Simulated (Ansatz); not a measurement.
TaSi2 (slab)

```cif
data_structure
_symmetry_space_group_name_H-M 'P 1'
_symmetry_Int_Tables_number 1
_cell_length_a 4.8056
_cell_length_b 6.5972
_cell_length_c 26.8240
_cell_angle_alpha 90.000
_cell_angle_beta 90.000
_cell_angle_gamma 90.000
_cell_volume 850.42
loop_
_atom_site_label
_atom_site_type_symbol
_atom_site_fract_x
_atom_site_fract_y
_atom_site_fract_z
_atom_site_occupancy
Ta1 Ta 0.00000 0.66667 0.29098 1
Si1 Si 0.21330 0.01014 0.30173 1
Si2 Si 0.78670 0.32319 0.30173 1
Si3 Si 0.50000 0.66667 0.32828 1
Ta2 Ta 0.74446 0.99859 0.35769 1
Ta3 Ta 0.25554 0.33474 0.35769 1
Si4 Si 0.00000 0.66667 0.38838 1
Si5 Si 0.76346 0.33546 0.40896 1
Si6 Si 0.23654 0.99788 0.40896 1
Ta4 Ta 0.50000 0.66667 0.43571 1
Si7 Si 0.76127 0.00163 0.45925 1
Si8 Si 0.23873 0.33171 0.45925 1
Si9 Si 0.00000 0.66667 0.48560 1
Ta5 Ta 0.25062 0.00102 0.51275 1
Ta6 Ta 0.74938 0.33231 0.51275 1
Si10 Si 0.50000 0.66667 0.54104 1
Si11 Si 0.26040 0.33387 0.56641 1
Si12 Si 0.73960 0.99946 0.56641 1
Ta7 Ta 0.00000 0.66667 0.58895 1
Si13 Si 0.26405 0.99697 0.61533 1
Si14 Si 0.73595 0.33636 0.61533 1
Si15 Si 0.50000 0.66667 0.64231 1
Ta8 Ta 0.76134 0.00361 0.66773 1
Ta9 Ta 0.23866 0.32973 0.66773 1
Si16 Si 0.00000 0.66667 0.69331 1
Si17 Si 0.71979 0.36738 0.71294 1
Si18 Si 0.28021 0.96595 0.71294 1
```

Computed without spin polarisation.

Theory: DFT PBE, scalar-relativistic, plane waves, PAW in Ansatz 0.2.0.

### What will maps of the valence pseudo-density and electron localisation function show?

Si–Si (2.45 Å): ρ at the midpoint is about 0.44 e/Å³; the ELF peaks at about 0.85 between the atoms.
Ta–Si (2.50 Å): the density is about 0.47 e/Å³ at the midpoint; the ELF peaks at about 0.75 in the valence shell of Si, 0.9 Å from its nucleus, and is about 0.40 at the midpoint.
Ta–Ta (3.08 Å): the density is about 0.28 e/Å³ at the midpoint; the ELF is about 0.45 at the midpoint.

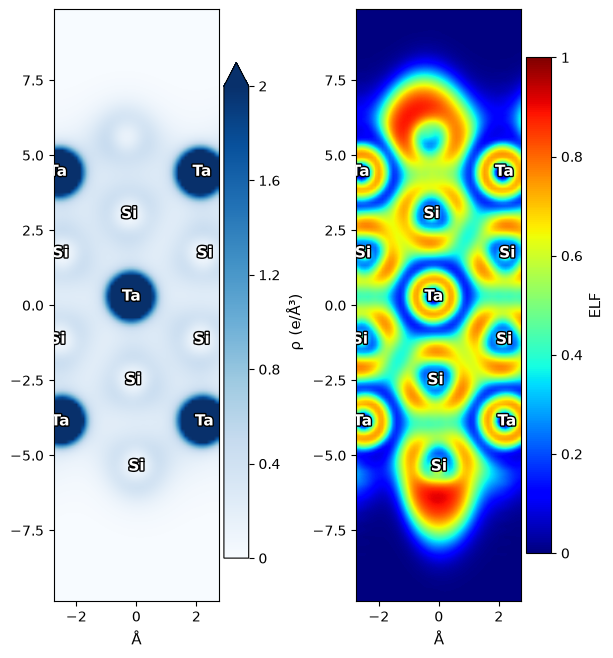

Computed valence pseudo-density and electron localisation function on the (010) plane of the calculation cell, a cut from vacuum to vacuum, in this order. Atoms just off the plane (Si, 0.3 Å away) can leave unmarked features too.

Core electrons are frozen (PAW), and the valence fields are smoothed inside the atomic spheres.
